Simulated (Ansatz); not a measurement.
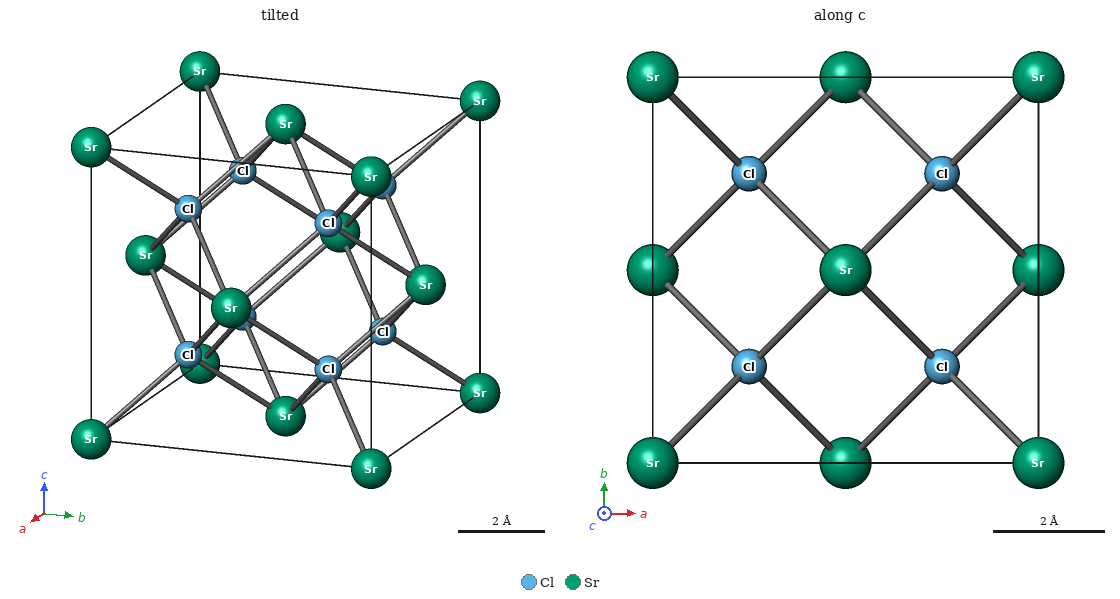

Drawn in the ball-and-stick manner and seen slightly off an axis and along the c axis. The drawn cell (a repeat of the simulation cell) is outlined; an atom on or near a face, edge or corner is repeated at each equivalent position.

SrCl$_{2}$, a = 6.995 Å, b = 6.995 Å, c = 7.065 Å, α = 90.00°, β = 90.00°, γ = 90.00°. Strictly the space group is I4/mmm (No. 139, within 0.01 Å). It is a distorted form of a face-centred cubic structure, space group Fm-3m (No. 225) within 0.25 Å: fluorite (CaF₂ type). Its origin is a structure type filled with these elements by a generator (whether the compound takes this form wasn't checked). The cell was then strained or its atoms displaced on purpose. It went into a calculation with Ansatz.

This one geometry was computed with Ansatz (DFT, plane waves, PAW) at three levels of theory: PBE, r2SCAN and HSE06. It was relaxed with r2SCAN and then strained.

> How does the band gap change with the level of theory?

PBE: a gap of 5.25 eV, indirect; r2SCAN: a gap of 5.87 eV, indirect; HSE06: a gap of 6.53 eV, indirect.

> Collect the results in a table.

| level | cutoff (eV) | k-mesh of the run's cell | gap (eV) | pressure (GPa) |
| --- | --- | --- | --- | --- |
| PBE | 420 | 6×6×6 | 5.25 | 0.3 |
| r2SCAN | 500 | 6×6×6 | 5.87 | -0.4 |
| HSE06 | 420 | 4×4×4 | 6.53 | -0.2 |

Gaps are taken on the k-mesh or band path of each run.
